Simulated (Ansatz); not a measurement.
# Geometry relaxation of MoS₂ (part 3 of 3)

MoS₂ (P6₃/mmc, 6 atoms in the cell); DFT PBE, scalar-relativistic, plane waves, PAW, no spin polarisation (Ansatz 0.2.0); cutoff 420 eV, 12×12×2 k-mesh, Gaussian smearing of 0.02 eV. The structure derives from a Materials Project entry.

Geometry of the input (Å; fractional positions):
```
3.1922  0.0000  0.0000
-1.5961  2.7646  0.0000
0.0000  0.0000  13.3783
Mo 0.6667  0.3333  0.2500
Mo 0.3333  0.6667  0.7500
S  0.6667  0.3333  0.6331
S  0.3333  0.6667  0.3669
S  0.6667  0.3333  0.8669
S  0.3333  0.6667  0.1331
```

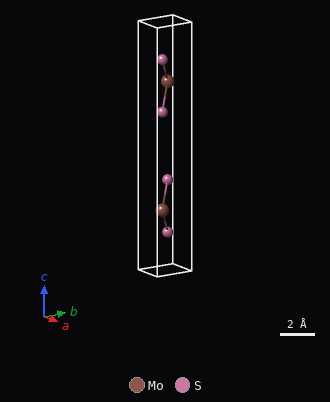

Figure 1. The geometry at step 11 of the log (ball-and-stick view of the cell of the calculation, seen slightly off an axis).

Trajectory as extended XYZ, continued:
```
6
Lattice="3.1851 0.0000 0.0000 -1.5925 2.7584 0.0000 0.0000 0.0000 14.8080" Properties=species:S:1:pos:R:3:forces:R:3 step=10 energy=-13525.64100 pressure_GPa=0.01
Mo    1.5925    0.9194    3.7020    0.0000   0.0000   0.0000
Mo    0.0000    1.8389   11.1060    0.0000   0.0000   0.0000
S     1.5925    0.9194    9.5435    0.0000   0.0000  -0.0016
S     0.0000    1.8389    5.2645    0.0000   0.0000   0.0016
S     1.5925    0.9194   12.6685    0.0000   0.0000   0.0016
S     0.0000    1.8389    2.1395    0.0000   0.0000  -0.0016
6
Lattice="3.1851 0.0000 0.0000 -1.5925 2.7584 0.0000 0.0000 0.0000 14.8080" Properties=species:S:1:pos:R:3:forces:R:3 step=11 energy=-13525.64129 pressure_GPa=0.00
Mo    1.5925    0.9194    3.7020    0.0000   0.0000   0.0000
Mo    0.0000    1.8389   11.1060    0.0000   0.0000   0.0000
S     1.5925    0.9194    9.5435    0.0000   0.0000  -0.0015
S     0.0000    1.8389    5.2645    0.0000   0.0000   0.0015
S     1.5925    0.9194   12.6685    0.0000   0.0000   0.0015
S     0.0000    1.8389    2.1395    0.0000   0.0000  -0.0015
```

Key numbers:

| quantity | value |
| --- | --- |
| outcome | converged |
| space group (tolerance 0.01 Å) | P6₃/mmc (194) |
| electrons treated | 52 |
| free energy | −13525.6413 eV |
| Fermi energy | 8.315 eV |
| gap on the k-point mesh | 1.45 eV |
| pressure | 0.00 GPa |
| final volume | 130.10 Å³ |
| largest force (length of the vector) at the end | 0.002 eV/Å |
| final cell | a = 3.185 Å, b = 3.185 Å, c = 14.808 Å, α = 90.00°, β = 90.00°, γ = 120.00° |
| hardware | 1 thread of Oxide Virtual Turin-like (Zen 5), 32 GiB of memory available, shared host |
| wall time | 68 s |
| peak memory | 0.48 GiB |
